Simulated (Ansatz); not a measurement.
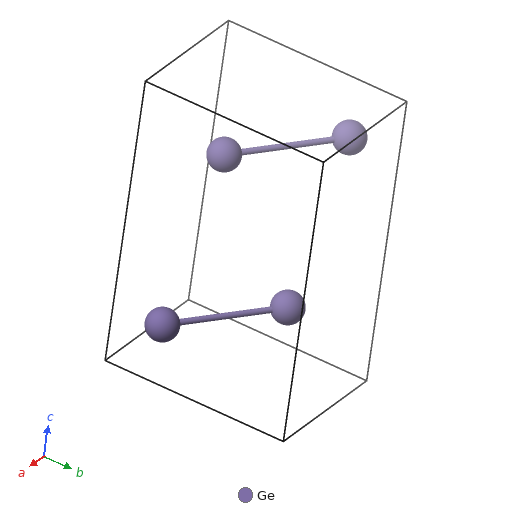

System: Ge, space group I4_1/amd (No. 141). The picture shows the cell.

Structure:
```yaml
crystal:
  lattice:
    - [-2.56376, 2.56211, 1.39680]
    - [-2.56376, -2.56211, -1.39680]
    - [2.56376, -2.56211, 4.19040]
  atoms:
    - { symbol: Ge, position: [0.56232, 0.75000, 0.31232] }
    - { symbol: Ge, position: [0.06232, 0.75000, 0.81232] }
    - { symbol: Ge, position: [0.43768, 0.25000, 0.68768] }
    - { symbol: Ge, position: [0.93768, 0.25000, 0.18768] }
```

Displacement pattern for amplitude 1 (x, y, z for each atom, in the order of the cell):
```csv
atom,x,y,z
Ge1,0.00,-0.71,0.71
Ge2,0.00,0.71,-0.71
Ge3,0.00,-0.71,0.71
Ge4,0.00,0.71,-0.71
```

Computed with Ansatz 0.2.0: a normal mode of the cell frozen into a crystal at growing amplitude, by plane-wave density functional theory with PAW datasets, free energies less that of the undisturbed cell, pressure positive in compression; scalar-relativistic. Level: PBEsol, no spin polarisation.

wave cutoff 420 eV; k mesh 18×18×18; occupations Gaussian; smearing width 0.15 eV; k shift (0, 0, 0) (mesh steps); start relaxed.

Describe the result: the energy change, force along the mode and pressure against mode amplitude. The mode amplitude takes the values −0.300, −0.150, 0.000, 0.075, 0.225 Å.

The energy rises on both sides of the starting structure, which is therefore a minimum along this path. The energy change is 549.8 meV/cell at mode amplitude −0.300 Å and 279.4 meV/cell at 0.225 Å; the lowest computed point is at mode amplitude 0.000 Å (0.0 meV/cell), and no other minimum shows. The force along the mode falls from 4.38 eV/Å at mode amplitude −0.300 Å to −2.87 eV/Å at 0.225 Å, and changes sign near 0.00 Å. The pressure goes from 4.412 GPa at mode amplitude −0.300 Å to 2.436 GPa at 0.225 Å, not monotonically, with a low of −0.012 GPa at 0.000 Å.

```csv
"mode amplitude, largest move (Å)",energy change (meV/cell),force along the mode (eV/Å),pressure (GPa)
-0.300,549.8,4.38,4.412
-0.150,112.4,1.64,1.062
0.000,0.0,0.00,-0.012
0.075,26.1,-0.71,0.254
0.225,279.4,-2.87,2.436
```

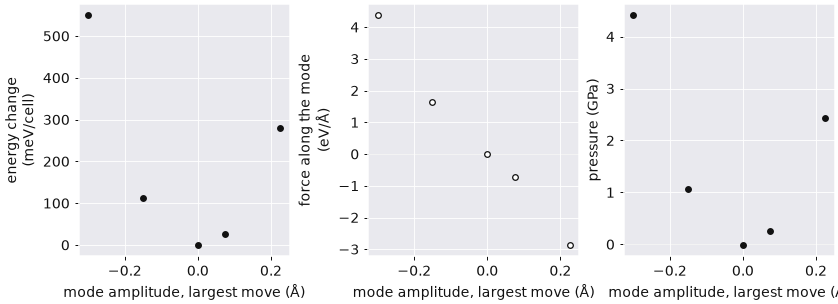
